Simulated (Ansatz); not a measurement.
CdS

Input file:

```
crystal:
  lattice:
    - [4.0976668513, 0.0, 0.0]
    - [-2.0488334257, 3.5486835895, 0.0]
    - [0.0, 0.0, 3.8283122367]
  atoms:
    - { symbol: Cd, position: [0.0, 0.0, 0.5307944175] }
    - { symbol: S, position: [0.6666666667, 0.3333333333, 0.3462055825] }
basis:
  ecutwfc: 420
kpoints:
  mp_grid: { grid: [6, 6, 8] }
hamiltonian:
  xc: pbe
  dispersion: d3bj
scf:
  occupations: { method: gaussian, width: 0.05 }
output:
  forces: true
  stress: true
  eigenvalues: true
  write_density: true
  write_potential: true
  elf: true
  volumetric_format: npy
```

Command:

```sh
ansatz run input.yaml --threads 1 --pin off --max-ram 2560MiB --backend cpu --events-out ev --progress --plain --runs-dir out
```

Below, planes, directions and counts refer to the conventional cell (a = 4.10 Å, b = 4.10 Å, c = 3.83 Å, α = 90.00°, β = 90.00°, γ = 120.00°).

Space group P3m1; a structure from a database of computed crystals, not necessarily the ambient phase.

These are results of DFT PBE+D3(BJ), scalar-relativistic, plane waves, PAW (Ansatz 0.2.0), not measurements.

Question: What can the converged valence pseudo-density and electron localisation function tell about the bonding?

Answer: Cd–S (2.47 Å): the density is about 0.47 e/Å³ at the midpoint; the ELF peaks at about 0.85 in the valence shell of S, 0.8 Å from its nucleus, and is about 0.35 at the midpoint.

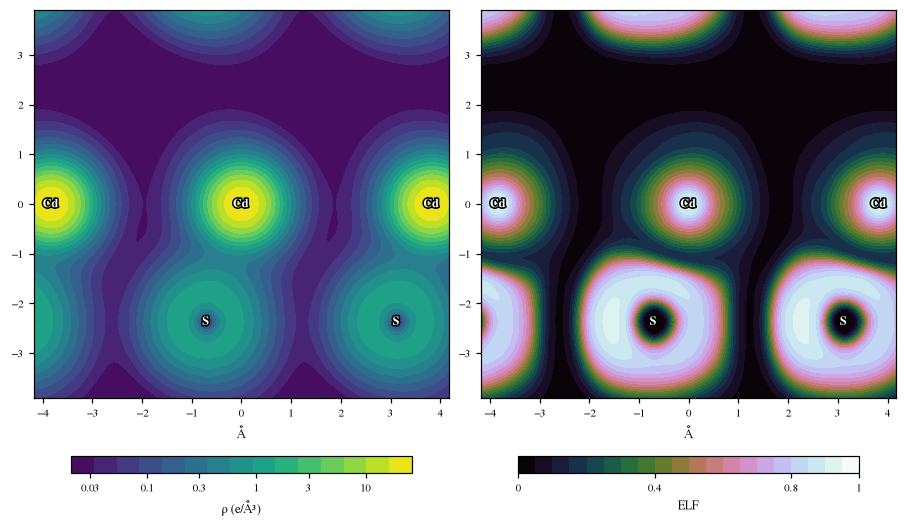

Computed valence pseudo-density and electron localisation function on the (110) plane of the conventional cell, in this order. 

The density is the valence pseudo-density of a PAW calculation; it isn't the true density close to the nuclei.
